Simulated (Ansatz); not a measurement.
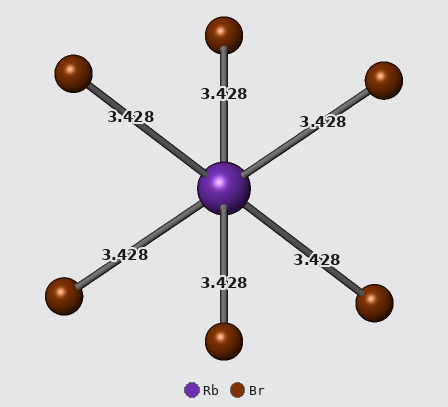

The surroundings of site Rb1 (at 0.000, 0.000, 0.000) in RbBr in space group Fm-3m, with bond lengths in Å.

Source of the atomic positions: a calculation's input that goes back to an entry of the Crystallography Open Database (an earlier step may have relaxed or displaced it).

```yaml
crystal:
  lattice:
    - [6.85500, 0.00000, 0.00000]
    - [0.00000, 6.85500, 0.00000]
    - [0.00000, 0.00000, 6.85500]
  atoms:
    - { symbol: Rb, position: [0.00000, 0.00000, 0.00000] }
    - { symbol: Br, position: [0.50000, 0.00000, 0.00000] }
    - { symbol: Rb, position: [0.00000, 0.50000, 0.50000] }
    - { symbol: Br, position: [0.50000, 0.50000, 0.50000] }
    - { symbol: Rb, position: [0.50000, 0.00000, 0.50000] }
    - { symbol: Br, position: [0.00000, 0.00000, 0.50000] }
    - { symbol: Rb, position: [0.50000, 0.50000, 0.00000] }
    - { symbol: Br, position: [0.00000, 0.50000, 0.00000] }
```

Bond valence s = exp((R0 − d)/b), R0 fitted to published crystal structures with b = 0.37 Å; R0 in Å: Rb+–Br 2.796.

### Calculate the bond-valence sum of Rb1 from the bonds drawn.

6 × 0.181 = 1.09 v.u., against a formal valence of 1: a close match.

### And over the whole structure?

```
site              x, y, z  formal valence  bond-valence sum  difference
 Rb1  0.000, 0.000, 0.000              +1              1.09        0.09
 Br1  0.500, 0.000, 0.000              −1              1.09        0.09
```

These sums include all anions within 5 Å. The global instability index (root mean square of the differences over all atoms) is 0.09 v.u.: little strain. The cell was not relaxed for this table, and a volume that is off by a few per cent shifts all sums together.
